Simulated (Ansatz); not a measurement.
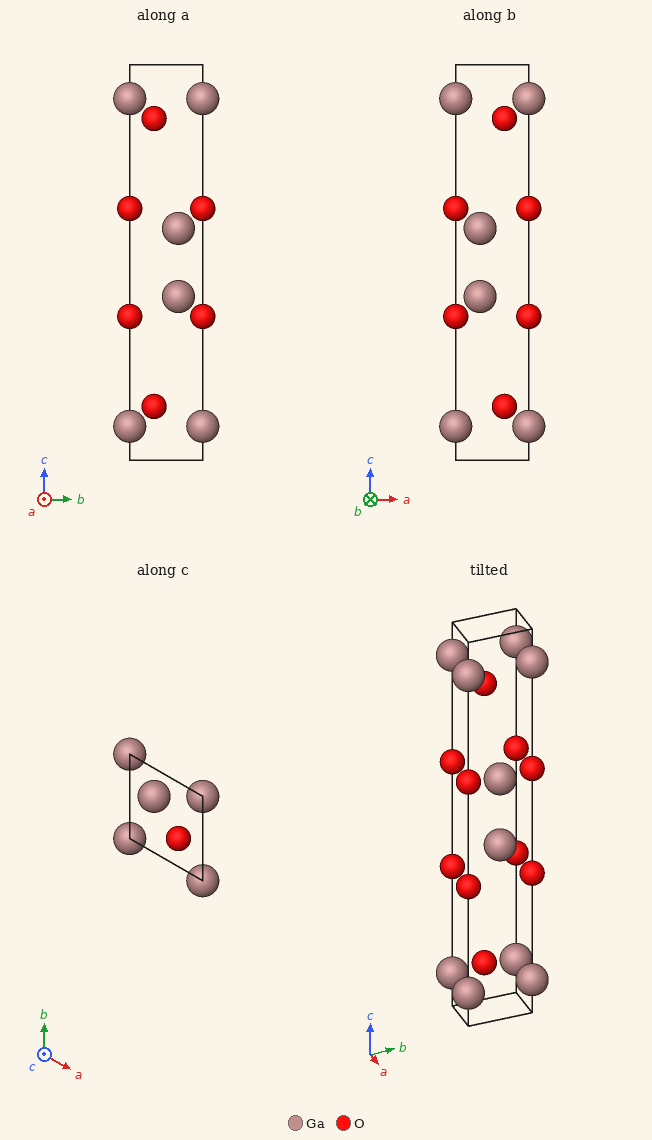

Shown here is a spheres-only view of the crystal, taken along the a axis, along the b axis, along the c axis and slightly off an axis. The frame is the conventional unit cell; atoms at its boundary are shown with their periodic copies.

Lattice parameters: a = 3.101 Å, b = 3.101 Å, c = 14.550 Å, α = 90.00°, β = 90.00°, γ = 120.00°. Put a along x and b in the xy plane.

Q: Convert the drawing into a POSCAR file, with free fractional coordinates to two decimals.

A:
```
Ga O
1.0
     3.101    0.000    0.000
    -1.551    2.686    0.000
     0.000    0.000   14.550
Ga O
4 4
Direct
  0.3333 0.6667 0.41
  0.3333 0.6667 0.59
  0.00 0.00 0.09
  0.00 0.00 0.91
  0.6667 0.3333 0.14
  0.6667 0.3333 0.86
  0.00 0.00 0.36
  0.00 0.00 0.64
```

The model was built from a structure type filled with these elements by a generator (whether the compound takes this form wasn't checked). The picture shows the end point of a geometry optimisation with DFT PBE, scalar-relativistic, plane waves, PAW (Ansatz 0.2.0).
